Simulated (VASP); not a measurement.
**What a change does: geometry relaxation on SiC**

System: SiC (4 atoms in the cell).
Method of run 1: DFT, PBEsol, plane waves, PAW (VASP 6.6.1).

The structure was built on a prototype by a generator. The geometry comes from this level: PBE. 

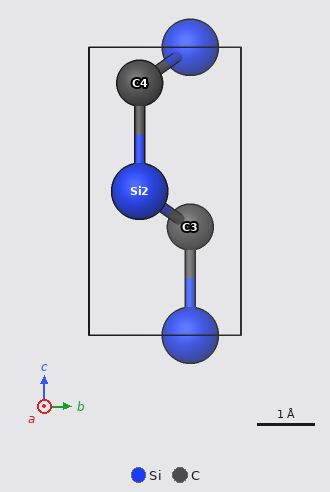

**Figure 1.** The input geometry (ball-and-stick view of the cell of the calculation, along the a axis; atoms are numbered from 1 in the order of the input).

## INCAR, run 1
```
ENCUT = 600.000000
SIGMA = 0.020000
EDIFF = 1.00e-07
EDIFFG = -5.00e-03
GGA = PS
PREC = Accurate
IBRION = 2
ISIF = 3
ISMEAR = -1
NBANDS = 16
NELM = 120
NSW = 40
LASPH = .TRUE.
LCHARG = .FALSE.
LWAVE = .FALSE.
LREAL = .FALSE.
```

## KPOINTS, run 1
```
KPOINTS created by Atomic Simulation Environment
0
Gamma
12 12 4
0 0 0
```

## POSCAR, run 1
```
Si C
 1.0000000000000000
     3.0918273680621127    0.0000000000301718    0.0000000000000000
    -1.5459136840571859    2.6776010448426839   -0.0000000000000000
     0.0000000000000000    0.0000000000000000    5.0742733052383189
 Si  C
   2   2
Cartesian
 -0.0000000000174197  1.7850673632385132 -0.0020976691091829
  1.5459136840223464  0.8925336816343424  2.5350389835099767
 -0.0000000000174197  1.7850673632385132  1.9049501585735527
  1.5459136840223464  0.8925336816343424  4.4420868111927128
```

Command:
```bash
mpirun -np 1 vasp_std
```

Hardware: 1 CPU thread, shared host.

## OSZICAR and lines of OUTCAR (run 1)
```
N       E                     dE             d eps       ncg     rms          rms(c)
DAV:   1     0.285674580665E+02    0.28567E+02   -0.78371E+03  1824   0.101E+03
DAV:   2    -0.325253390780E+02   -0.61093E+02   -0.55687E+02  2656   0.166E+02
DAV:   3    -0.353203484408E+02   -0.27950E+01   -0.27830E+01  2432   0.325E+01
DAV:   4    -0.353411512899E+02   -0.20803E-01   -0.20801E-01  2184   0.345E+00
DAV:   5    -0.353413496201E+02   -0.19833E-03   -0.19833E-03  2432   0.320E-01    0.121E+01
DAV:   6    -0.319449337845E+02    0.33964E+01   -0.58839E+00  2320   0.148E+01    0.554E+00
DAV:   7    -0.318517052506E+02    0.93229E-01   -0.10089E+00  2552   0.583E+00    0.237E+00
[...]
       N       E                     dE             d eps       ncg     rms          rms(c)
DAV:   1    -0.318284867326E+02   -0.95712E-02   -0.96525E-02  2080   0.222E+00    0.401E-01
DAV:   2    -0.318263084720E+02    0.21783E-02   -0.35042E-03  2112   0.396E-01    0.193E-01
DAV:   3    -0.318257914915E+02    0.51698E-03   -0.91934E-04  2320   0.183E-01    0.393E-02
DAV:   4    -0.318257294693E+02    0.62022E-04   -0.82573E-05  2240   0.564E-02    0.146E-02
DAV:   5    -0.318257221412E+02    0.73281E-05   -0.85417E-06  2144   0.181E-02    0.151E-02
DAV:   6    -0.318257207318E+02    0.14094E-05   -0.71331E-07  2336   0.540E-03    0.233E-03
DAV:   7    -0.318257204940E+02    0.23787E-06   -0.55764E-07  2280   0.422E-03    0.112E-03
DAV:   8    -0.318257205224E+02   -0.28450E-07   -0.30485E-08   952   0.122E-03
   3 F= -.31825721E+02 E0= -.31825721E+02  d E =-.605060E-02
[... from OUTCAR:]
   NELECT =      16.0000    total number of electrons
 E-fermi :   8.5608
  free  energy   TOTEN  =       -31.8257205224 eV
  energy  without entropy=      -31.8257205224  energy(sigma->0) =      -31.82572052
```

The input of run 2 differs as follows (lines with − go, lines with + come):
```diff
-NELM = 120
+PSTRESS = -30
+NELM = 92
```

Predict how the results change.

Run 2 ends 1.4 meV per atom higher: the change has altered the solution reached or how tightly it is converged. The pressure goes from 0.00 to −2.99 GPa. The volume per atom goes from 10.35 to 10.49 Å³. The SCF takes 23 iterations against 29.

## OSZICAR and lines of OUTCAR (run 2)
```
N       E                     dE             d eps       ncg     rms          rms(c)
DAV:   1     0.285674580665E+02    0.28567E+02   -0.78371E+03  1824   0.101E+03
DAV:   2    -0.325253390780E+02   -0.61093E+02   -0.55687E+02  2656   0.166E+02
DAV:   3    -0.353203484408E+02   -0.27950E+01   -0.27830E+01  2432   0.325E+01
DAV:   4    -0.353411512899E+02   -0.20803E-01   -0.20801E-01  2184   0.345E+00
DAV:   5    -0.353413496201E+02   -0.19833E-03   -0.19833E-03  2432   0.320E-01    0.121E+01
DAV:   6    -0.319449337845E+02    0.33964E+01   -0.58839E+00  2320   0.148E+01    0.554E+00
DAV:   7    -0.318517052506E+02    0.93229E-01   -0.10089E+00  2552   0.583E+00    0.237E+00
[...]
DAV:   4    -0.318207187759E+02    0.20216E-06   -0.59620E-07  2256   0.482E-03    0.125E-03
DAV:   5    -0.318207188652E+02   -0.89272E-07   -0.58803E-08  1016   0.153E-03
   2 F= -.32606257E+02 E0= -.32606257E+02  d E =-.209057E-05
       N       E                     dE             d eps       ncg     rms          rms(c)
DAV:   1    -0.318202431473E+02    0.47563E-03   -0.17053E-04  2096   0.930E-02    0.163E-02
DAV:   2    -0.318202390895E+02    0.40578E-05   -0.62561E-06  2120   0.166E-02    0.786E-03
DAV:   3    -0.318202379193E+02    0.11702E-05   -0.15816E-06  2328   0.760E-03    0.166E-03
DAV:   4    -0.318202376979E+02    0.22141E-06   -0.12574E-07  1304   0.230E-03    0.574E-04
DAV:   5    -0.318202376198E+02    0.78090E-07   -0.17051E-08   936   0.927E-04
   3 F= -.32606268E+02 E0= -.32606268E+02  d E =-.134606E-04
[... from OUTCAR:]
   NELECT =      16.0000    total number of electrons
 E-fermi :   8.4667
  free  energy   TOTEN  =       -31.8202376198 eV
  energy  without entropy=      -31.8202376198  energy(sigma->0) =      -31.82023762
```

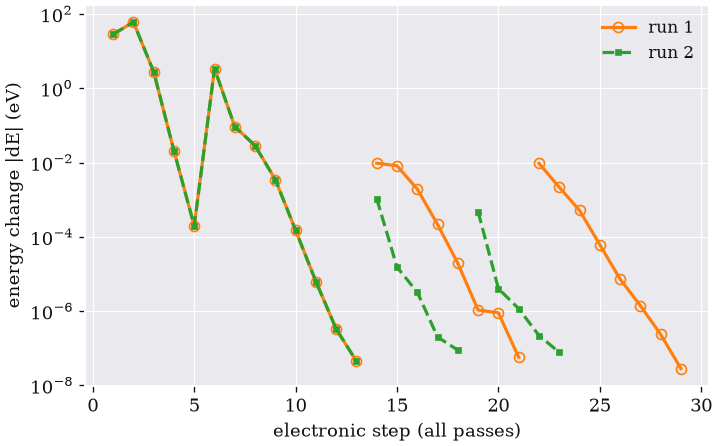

**Figure 2.** Convergence of the two runs: energy change |dE| against the electronic step. A break in a curve parts two SCF passes. Run 1 takes 29 steps in all, and run 2 takes 23.

## The two runs side by side

| quantity | run 1 | run 2 |
| --- | --- | --- |
| outcome | converged | converged |
| free energy per atom (eV) | −7.9564 | −7.9551 |
| pressure (GPa) | 0.00 | −2.99 |
| volume per atom (Å³) | 10.35 | 10.49 |
| largest force (eV/Å) | 0.002 | 0.000 |
| SCF iterations | 29 | 23 |
| irreducible k-points | 57 | 57 |
